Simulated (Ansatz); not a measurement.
**P: density, localisation and related maps**

Input file:

```
crystal:
  lattice:
    - [5.3045174285, 0.0, 0.0]
    - [-2.6522587142, 4.5938468479, 0.0]
    - [0.0, 0.0, 4.2865621218]
  atoms:
    - { symbol: P, position: [0.3333333333, 0.6666666667, 0.2410568133] }
    - { symbol: P, position: [0.6666666667, 0.3333333333, 0.7589431867] }
    - { symbol: P, position: [0.2582276173, 0.2582276173, 0.0] }
    - { symbol: P, position: [0.7417723827, 0.0, 0.0] }
    - { symbol: P, position: [0.0, 0.7417723827, 0.0] }
basis:
  ecutwfc: 420
kpoints:
  mp_grid: { grid: [12, 12, 10] }
  band_path:
    path:
      - [[0.0, 0.0, 0.0], [0.5, 0.0, 0.0], [0.33333333, 0.33333333, 0.0], [0.0, 0.0, 0.0], [0.0, 0.0, 0.5], [0.5, 0.0, 0.5], [0.33333333, 0.33333333, 0.5], [0.0, 0.0, 0.5]]
      - [[0.5, 0.0, 0.5], [0.5, 0.0, 0.0]]
      - [[0.33333333, 0.33333333, 0.5], [0.33333333, 0.33333333, 0.0]]
    npoints: 14
hamiltonian:
  xc: pbe
scf:
  occupations: { method: gaussian, width: 0.1 }
  n_extra_bands: 12
output:
  forces: true
  stress: true
  eigenvalues: true
  populations: true
  dos: { projected: true, de: 0.02, nscf_kmesh: { grid: [15, 15, 12] } }
  bader: true
  write_density: true
  write_potential: true
  elf: true
  volumetric_format: npy
```

Run with:

```sh
ansatz run input.yaml --threads 1 --pin off --max-ram 2560MiB --backend cpu --events-out ev --progress --plain --runs-dir out
```

Below, planes, directions and counts refer to the conventional cell (a = 5.30 Å, b = 5.30 Å, c = 4.29 Å, α = 90.00°, β = 90.00°, γ = 120.00°).

Space group P321; a structure generated by program, which may or may not match a known phase; computed without spin polarisation.

Level of theory: DFT PBE, scalar-relativistic, plane waves, PAW (Ansatz 0.2.0).

Core electrons are frozen (PAW), and the valence fields are smoothed inside the atomic spheres.

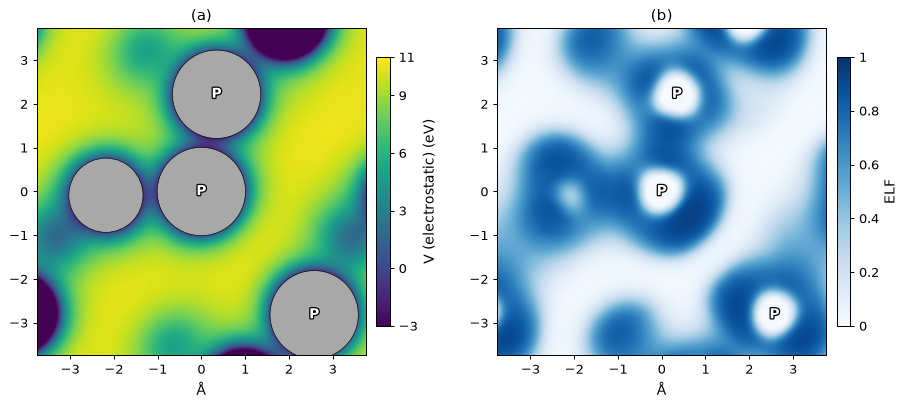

Figure 1. (a) electrostatic potential (local pseudopotential plus Hartree) felt by an electron; (b) electron localisation function on the (111) plane of the conventional cell. Grey discs cover the atomic cores in the potential map.

Q: Read the bonding off the picture.

A: The plane passes through P nuclei. Atoms just off the plane (P, 0.5 Å away) can leave unmarked features too. P–P (2.25 Å): the ELF peaks at about 0.85 between the atoms. The ELF also peaks beside P, away from the bonds: lone-pair regions. Outside the cores the potential energy rises away from the atoms and is highest about 2.2 Å from the nearest atoms; its zero is arbitrary.

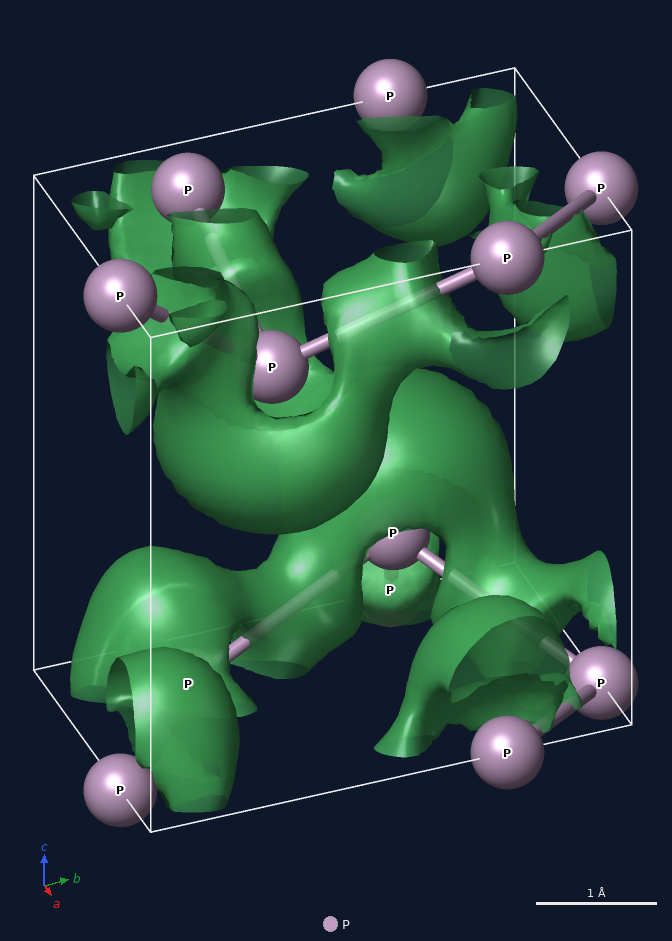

Figure 2. Isosurface of the electron localisation function at 0.75 (green), seen at an oblique angle. Core shells and regions of very low density are left out. Sticks mark near contacts.

Q: Describe the localisation domains.

A: The surface consists of sheets that run through the cell in two directions, counted in one cell of 5 atoms. Any copies at cell faces, edges or corners count once. There are no localised bonds or lone pairs at this value. Along the contacts the grid gives the following. P–P (2.37 Å): the ELF peaks at about 0.80 between the atoms.

Q: Metal or insulator at this level of theory?

A: It is gapless in this calculation (a metal or semimetal).
